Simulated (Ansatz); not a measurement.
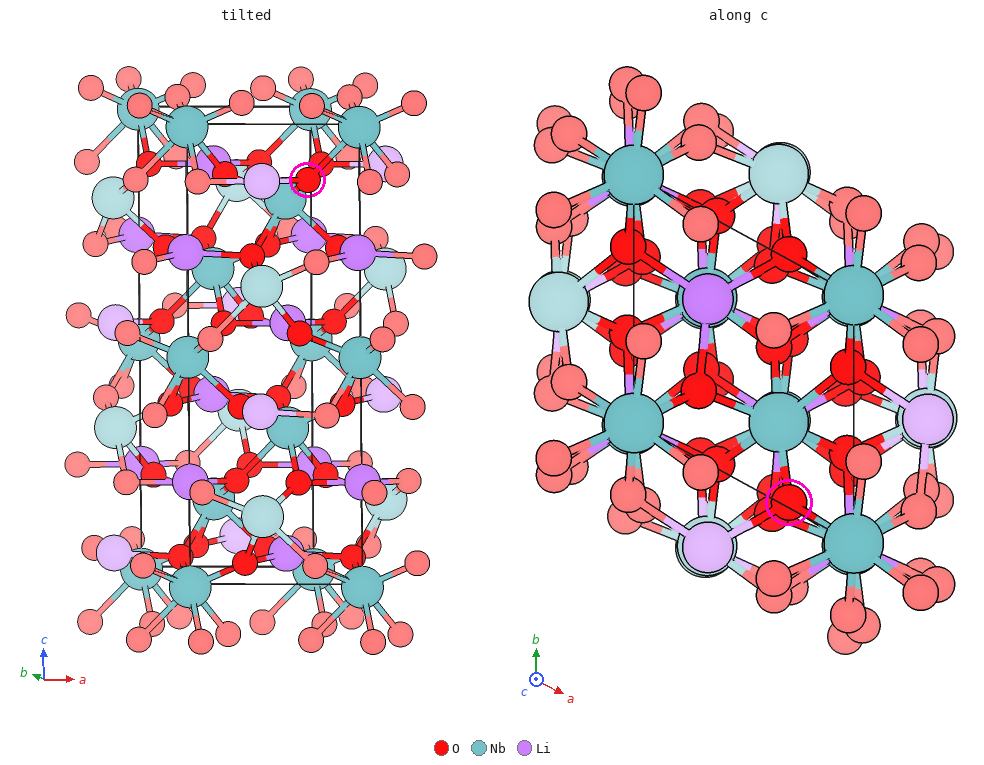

The structure above is drawn in ball-and-stick style and viewed slightly off an axis and along the c axis. The drawn cell (a repeat of the simulation cell) is outlined; an atom on or near a face, edge or corner is repeated at each equivalent position. Bonded atoms from the next cells complete the picture, in fainter colours.

Cell parameters: a = 5.32 Å, b = 5.27 Å, c = 13.93 Å, α = 88.54°, β = 89.51°, γ = 118.66°.

The composition is LiNbO3.

What is the coordination of Nb?

Six O at about 1.8 to 2.3 Å.

Which atom does the ring mark, and what are its neighbours?

It is an oxygen atom, bonded to two Nb and one Li (about 1.8 to 2.3 Å to Nb, 2.0 Å to Li).

To which atoms is each Li bonded?

Three O in a trigonal planar arrangement at about 1.9 to 2.0 Å.

Describe the bonded network.

The bonds build a three-dimensional framework.

The structure is a known structure type with the cell strained and the atoms shaken on purpose; no relaxation was done. It was the input of a calculation with Ansatz.

At this level of theory the cell isn't at rest (stretched, at -16 GPa and forces up to 2.9 eV/Å), so its distances can differ from those at equilibrium, the more so the softer the solid.
